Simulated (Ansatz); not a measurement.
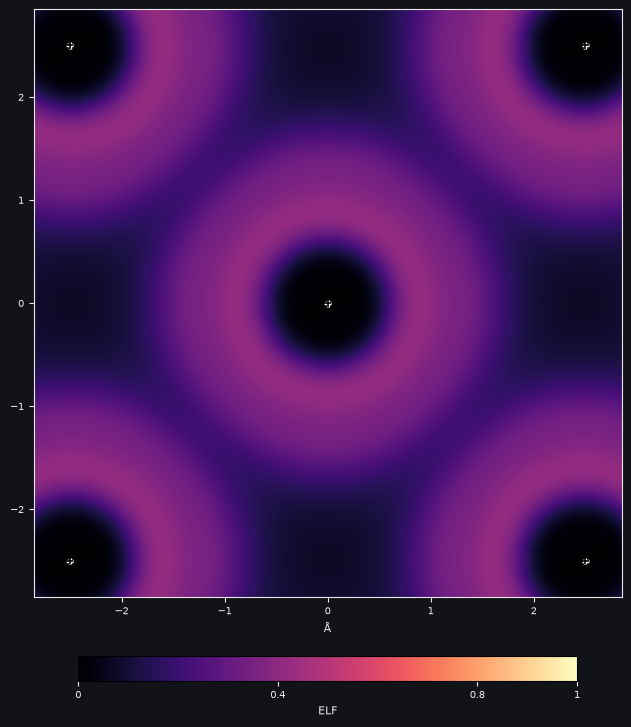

The ELF on a plane through atoms (crosses mark nuclei in the plane).

Level of theory: DFT, r2SCAN, PAW with Ansatz's default frozen-core files, scalar-relativistic; relaxation of cell and atoms in Ansatz.

Candidates:
A. CsH, a = 4.55 Å, b = 4.55 Å, c = 6.37 Å, α = 90.00°, β = 90.00°, γ = 90.00°. Space group I4/mmm; changed on purpose from its base cell (in-plane strain +0.01, out-of-plane length and atoms relaxed by PAW).
B. Pb, a = 5.00 Å, b = 5.00 Å, c = 5.00 Å, α = 90.00°, β = 90.00°, γ = 90.00°. Space group Fm-3m.

Question: Which candidate gave the map?

Answer: Candidate B: Pb on the (100) plane of the conventional cell, which holds Pb. Pb–Pb (3.54 Å): the ELF is about 0.20 at the midpoint: no shared electron pair shows on this line.
